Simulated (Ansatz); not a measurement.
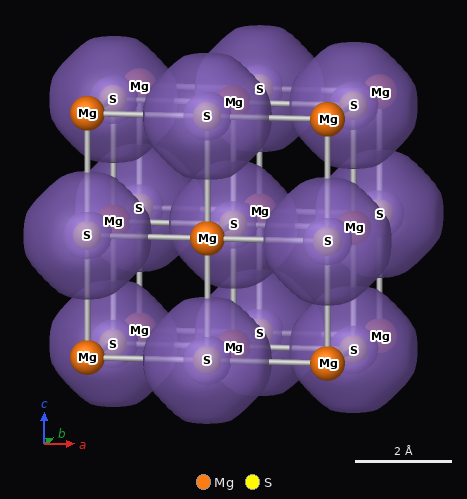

MgS. Isosurface of the ELF at 0.65 (purple), seen at an oblique angle. Only the valence region is drawn (cores and ρ < 0.01 e/Å³ removed). Sticks mark near contacts.

Space group Fm-3m.

The calculation used DFT, LDA, PAW with Ansatz's default frozen-core files, scalar-relativistic; relaxation of cell and atoms in Ansatz 0.2.0.

The calculation's input:

```
crystal:
  lattice:
    - [0.0, 2.60165, 2.60165]
    - [2.60165, 0.0, 2.60165]
    - [2.60165, 2.60165, 0.0]
  atoms:
    - { symbol: Mg, position: [0.0, 0.0, 0.0] }
    - { symbol: S, position: [0.5, 0.5, 0.5] }
kpoints:
  mp_grid: { grid: [12, 12, 12] }
scf:
  occupations: { method: fermi_dirac, width: 0.05 }
hamiltonian:
  xc: lda
  pseudopotentials: { kind: paw }
relax:
  f_tol: 0.002
  max_steps: 80
  cell: {}
output:
  forces: true
  stress: true
  write_density: true
  write_potential: true
  elf: true
  volumetric_format: npy
```

Command:

```sh
ansatz run input.yaml --threads 1 --pin off --max-ram 3072MiB --backend cpu --events-out ev --progress --plain --runs-dir out
```

Below, planes, directions and counts refer to the conventional cell (a = 5.13 Å, b = 5.13 Å, c = 5.13 Å, α = 90.00°, β = 90.00°, γ = 90.00°).

The fields are those of the relaxed geometry.

Q: What do the ELF domains correspond to?

A: The surface consists of four regions wrapped around S (the valence shell of each), counted in one cell of 8 atoms. Regions shared between cells count once. Profiles from the grid: Mg–S (2.56 Å): the ELF peaks at about 0.90 in the valence shell of S, 0.9 Å from its nucleus, and falls to about 0.05 next to Mg (a closed-shell, largely ionic contact).

Q: Does the calculation give a band gap?

A: It is gapped, with a Kohn–Sham gap of 2.6 eV on the k-point mesh, an upper bound to the gap of this method.
